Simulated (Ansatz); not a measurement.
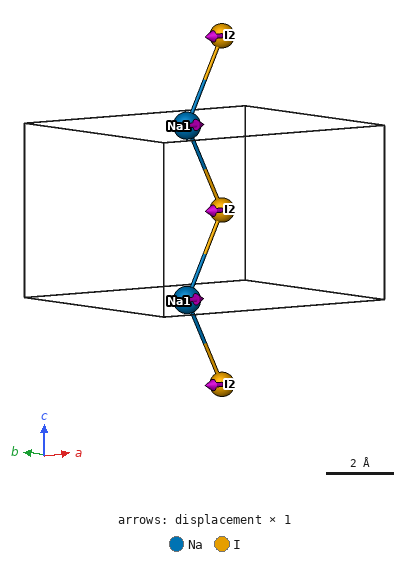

A relaxation of a wire of composition NaI. The starting structure is drawn; purple arrows show the displacements (the part carried along by the change of the cell is left out), at their true length.

The picture is a ball-and-stick view of the cell of the calculation, with the vacuum cut short, seen from a free direction.

Computed with Ansatz, DFT PBE, scalar-relativistic, plane waves, PAW; settings changed.

Input
```yaml
crystal:
  lattice:
    - [10.3, 0.0, 0.0]
    - [0.0, 9.3, 0.0]
    - [0.0, 0.0, 5.2878369612]
  atoms:
    - { symbol: Na, position: [0.4358272213, 0.5, 0.0], spin: 0.5 }
    - { symbol: I, position: [0.5641727787, 0.5, 0.5], spin: 0.5 }
basis:
  ecutwfc: 420
kpoints:
  mp_grid: { grid: [1, 1, 12], shift: [0.0, 0.0, 0.5] }
hamiltonian:
  xc: pbe
scf:
  occupations: { method: gaussian, width: 0.05 }
  mixing: { algorithm: msr1, beta: 0.1 }
output:
  forces: true
  eigenvalues: true
  stress: true
magnetization:
  spin_polarized: true
relax:
  adjacent_minimum: "off"
  f_tol: 0.01
  max_steps: 45
  cell: { fix: [a, b, alpha, beta, gamma], stress_tol: 0.03 }
```

Run as
```bash
ansatz run input.yaml --threads 2 --pin off --max-ram 5120MiB --backend cpu --events-out ev --progress --plain --runs-dir out
```

### What did the optimiser do to the structure, and how much energy did it gain?

The largest moves relative to the layer's centre, 0.66 Å, are those of Na1 and I2. By element the largest moves are Na 0.66 Å, I 0.66 Å. Along the periodic axis the drawn cell goes c 5.288 → 5.752 Å (+8.8 %). Near-neighbour distances that change, for instance: Na1–I2 2.956 → 2.876 Å. Bond angles that change, for instance: I2–Na1–I2 126.9° → 179.7°, Na1–I2–Na1 126.9° → 179.7°. After 10 accepted moves (11 points after the start) the energy has fallen by 70.5 meV per cell of the calculation. Largest force component: 0.25 eV/Å at the start, under 0.0001 eV/Å at the end. At 1 point the geometry stayed and the basis and grid were re-selected for the new cell (energy shift of 0.5 meV per cell of the calculation at most each time). The program noted that the starting moments weren't kept. Cost: 110 s on 2 threads of Arm Neoverse V1, on a shared host, peak memory 0.68 GiB.
